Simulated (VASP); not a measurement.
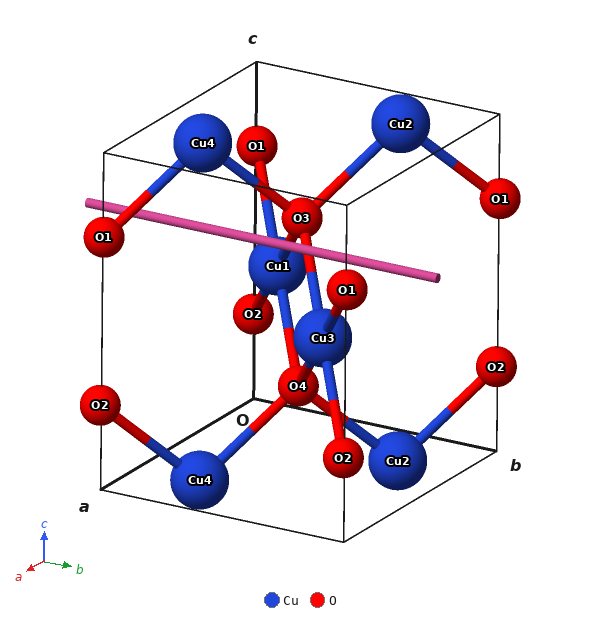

Crystal: CuO, the geometry relaxed with VASP Kohn-Sham DFT of a periodic cell, PBE, VASP PAW PBE potentials, gw, light in VASP. The coloured rod is the axis of a symmetry operation of the crystal. All values are computed from the atomic coordinates in the standard setting (tolerance 0.002 Å).

a = 4.250 Å, b = 4.068 Å, c = 5.149 Å, α = 90.00°, β = 90.94°, γ = 90.00°.

```
atom       x       y       z
 Cu1  0.2500  0.2500  0.5000
 Cu2  0.2500  0.7500  0.0000
  O1  0.0000  0.0047  0.7500
  O2  0.0000  0.9953  0.2500
 Cu3  0.7500  0.7500  0.5000
 Cu4  0.7500  0.2500  0.0000
  O3  0.5000  0.5047  0.7500
  O4  0.5000  0.4953  0.2500
```

Take the operation x, y, z → −x+3/2, y+1/2, −z+3/2.

**What kind of operation is it, and where does it lie?**

It is a 2₁ screw rotation with translation (0, 1/2, 0), about the line along [0 1 0] through (3/4, 1/2, 3/4).

**Onto which atom does it carry each atom (up to whole multiples of a, b and c)?**

Cu1 → Cu2, Cu2 → Cu1, O1 → O3, O2 → O4, Cu3 → Cu4, Cu4 → Cu3, O3 → O1, O4 → O2.

**What is the crystal's space group?**

No. 15, C2/c.
